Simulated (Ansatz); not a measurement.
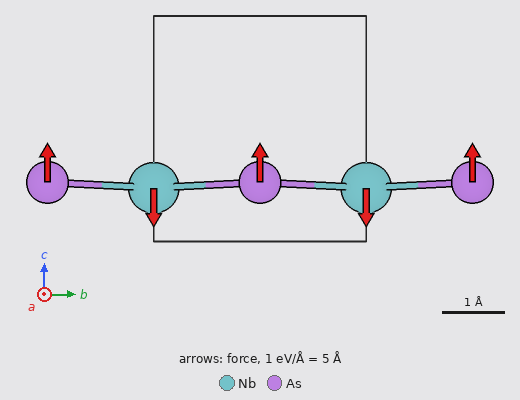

Starting geometry of crystalline NbAs (a generated structure, set up in P4mm) (coarse preliminary run) with the computed forces as red arrows. A ball-and-stick model of the cell of the calculation, seen along the a axis.

Method: Ansatz, DFT PBE, scalar-relativistic, plane waves, PAW. Settings: plane-wave cutoff 420 eV; k-point mesh 6 × 6 × 6; occupations gaussian; smearing width 0.1 eV; no spin polarisation; cell and atoms relaxed; force threshold 0.04 eV/Å; at most 70 steps.

### Is this structure relaxed? If not, where do the atoms go?

It isn't relaxed: the largest force vector, on Nb atoms, is 0.13 eV/Å. The atoms end up moving mostly along the starting forces (cosine between the two patterns 1.00). After 11 accepted moves (12 points after the start) the energy has fallen by 842 meV per atom. The largest force component goes from 0.13 to 0.00014 eV/Å. Pressure: 9.73 GPa at the start and −0.01 GPa at the end. The SCF was repeated once at an unchanged geometry on a basis and grid sized afresh for the cell, which shifted the energy by 0.5 meV per atom at most. The largest moves relative to the cell, 0.77 Å, are those of Nb and As atoms. Largest moves by element: Nb 0.77 Å, As 0.77 Å. Cell: a = b 3.459 → 3.216 Å (−7.0 %), c 3.669 → 3.225 Å (−12.1 %). Volume −24.0 %. Among the contacts that change: As–Nb 4.337 → 2.788 Å, As–As 3.669 → 3.225 Å, Nb–Nb 3.669 → 3.225 Å, As–Nb 2.447 → 2.788 Å. New bonds form: As–Nb (4.34 → 2.79 Å). Bond angles that change, for instance: As–Nb–As 175.9° → 109.3°, Nb–As–Nb 175.9° → 109.3°, Nb–As–Nb 89.9° → 70.5°. The space group (tolerance 0.01 Å) goes from P4mm (No. 99) to Pm-3m (No. 221).
